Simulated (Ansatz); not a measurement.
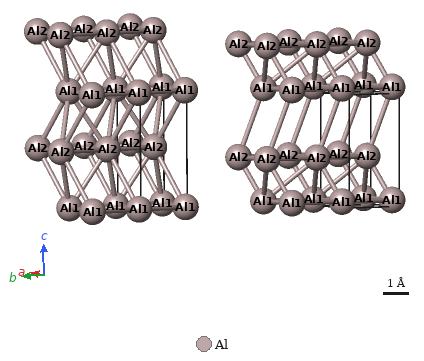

Two geometries of solid Al (set up in P-1), drawn at one scale. One is the start of a relaxation, the other its converged end. Style: ball-and-stick. Shown: the cell of the calculation, repeated 2 × 3 × 2 with one cell outlined, from a free direction.

Theory: DFT PBEsol, scalar-relativistic, plane waves, PAW (Ansatz). Set-up: plane-wave cutoff 420 eV; k-point mesh 12 × 12 × 8; occupations gaussian; smearing width 0.15 eV; no spin polarisation; cell and atoms relaxed; force threshold 0.01 eV/Å; at most 80 steps.

Q: Which geometry has the lower energy?

A: The left one is the relaxed one. Case: all atoms moved at random, sigma 0.25 Å for each component; relaxed back. After 18 accepted moves (24 points after the start) the energy has fallen by 970 meV per atom. Largest force component: 4.7 eV/Å at the start, 0.0068 eV/Å at the end. The pressure goes from 20.51 to −0.02 GPa. The line search rejected the trial steps at points 11, 13, 16, 18 of the run. At 2 points the geometry stayed and the basis and grid were re-selected for the new cell (energy shift of 0.8 meV per atom at most each time). The largest moves relative to the cell, 0.54 Å, are those of Al1 and Al2. Al1 goes along [−3 0 −1]. Cell: a 2.782 → 2.833 Å (+1.8 %), b 2.782 → 2.841 Å (+2.1 %), c 4.544 → 4.685 Å (+3.1 %), α 90.0° → 91.2°, β 90.0° → 87.6°, γ 109.5° → 119.9°. Volume −1.5 %. Some distances before and after: Al1–Al2 2.038 → 2.912 Å, Al1–Al2 (another image) 3.610 → 2.908 Å, Al1–Al2 (another image) 3.540 → 2.854 Å, Al1–Al1 3.213 → 2.840 Å. The space group (tolerance 0.01 Å) goes from P-1 (No. 2) to C2/c (No. 15). Cost: 100 s on 2 threads of Arm Neoverse V2, on a shared host, peak memory 0.45 GiB.
